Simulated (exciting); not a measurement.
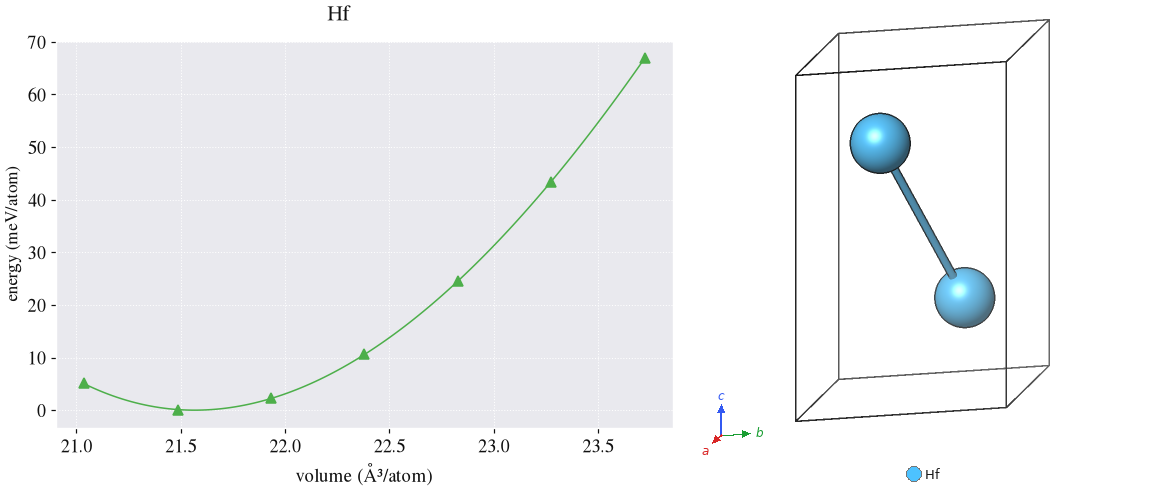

The picture above shows the energy against volume for Hf, space group P6_3/mmc (No. 194). The conventional cell is drawn beside the plot.

Structure:
```cif
data_structure
_symmetry_space_group_name_H-M 'P 1'
_symmetry_Int_Tables_number 1
_cell_length_a 3.1967
_cell_length_b 3.1967
_cell_length_c 5.0578
_cell_angle_alpha 90.000
_cell_angle_beta 90.000
_cell_angle_gamma 120.000
_cell_volume 44.76
loop_
_atom_site_label
_atom_site_type_symbol
_atom_site_fract_x
_atom_site_fract_y
_atom_site_fract_z
_atom_site_occupancy
Hf1 Hf 0.66667 0.33333 0.75000 1
Hf2 Hf 0.33333 0.66667 0.25000 1
```

Computed with exciting sodium: all-electron LAPW DFT, no spin polarisation; energies at scaled volumes of the given cell, shape and fractions fixed, counted from the fit's minimum, third-order Birch-Murnaghan fit. Level: PBEsol.

- k mesh: 10×10×5
- occupations: Fermi–Dirac
- smearing width: 0.05 eV
- potentials: all electron LAPW+lo, shipped species files
- program settings: rgkmax 9

What equilibrium volume and bulk modulus follow from the curve?

A third-order Birch–Murnaghan fit gives V0 = 21.57 Å³/atom, B0 = 118 GPa and B′ = 4.5.

Caveats: shape and atomic fractions are frozen while scaling, which makes layered, chain and framework solids too stiff.
